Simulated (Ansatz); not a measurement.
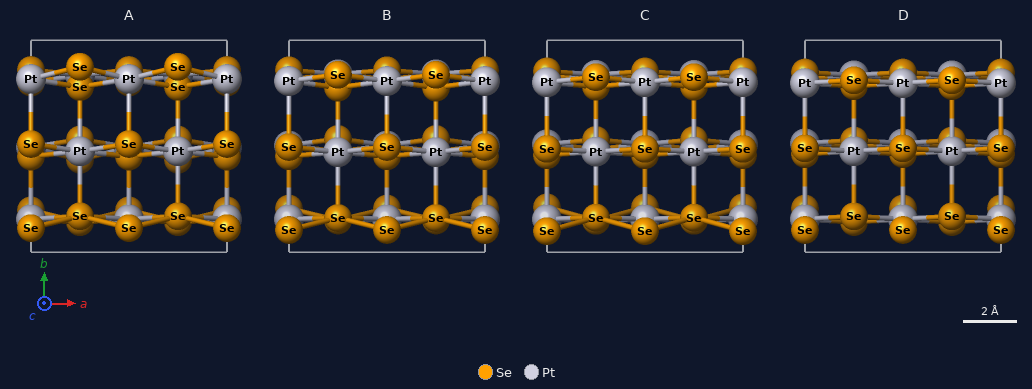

4 geometries from one relaxation of a slab of composition Pt$_{5}$Se$_{12}$ (cut from the P-3m1 phase), in shuffled order. A ball-and-stick model of the 2 × 1 repeat of the cell, outlined in the plane, without the vacuum (origin shifted), seen along the c axis.

Case: (1 0 2) slab, atoms relaxed. The slab is the (1 0 2) face of PtSe2.

Computed with DFT PBEsol, scalar-relativistic, plane waves, PAW in Ansatz. Settings: plane-wave cutoff 420 eV; k-point mesh 9 × 5 × 1; occupations gaussian; smearing width 0.1 eV; no spin polarisation; dipole correction; atoms relaxed in a fixed cell; force threshold 0.02 eV/Å; at most 60 steps.

> Order the frames from highest to lowest energy.

D, C, B, A. They are steps 0, 2, 3, 8, at +0.757 eV per cell of the calculation, +0.257 eV per cell of the calculation, +0.131 eV per cell of the calculation relative to the last. The energy falls by 0.757 eV per cell of the calculation in 7 accepted moves (8 points after the start). The largest force component goes from 0.66 to 0.017 eV/Å. 1 step only repeated the SCF at the same geometry. The largest moves, 0.62 Å, are those of Se atoms. Largest moves by element: Se 0.62 Å, Pt 0.30 Å. The cell doesn't change. Some distances before and after: Se–Se 3.338 → 3.855 Å, Se–Se 3.183 → 2.678 Å, Pt–Se 2.514 → 2.693 Å, Pt–Se 2.514 → 2.415 Å. Bond angles that change, for instance: Se–Pt–Se 96.8° → 88.6°, Pt–Se–Pt 96.8° → 88.6°, Se–Pt–Se 83.2° → 91.4°.
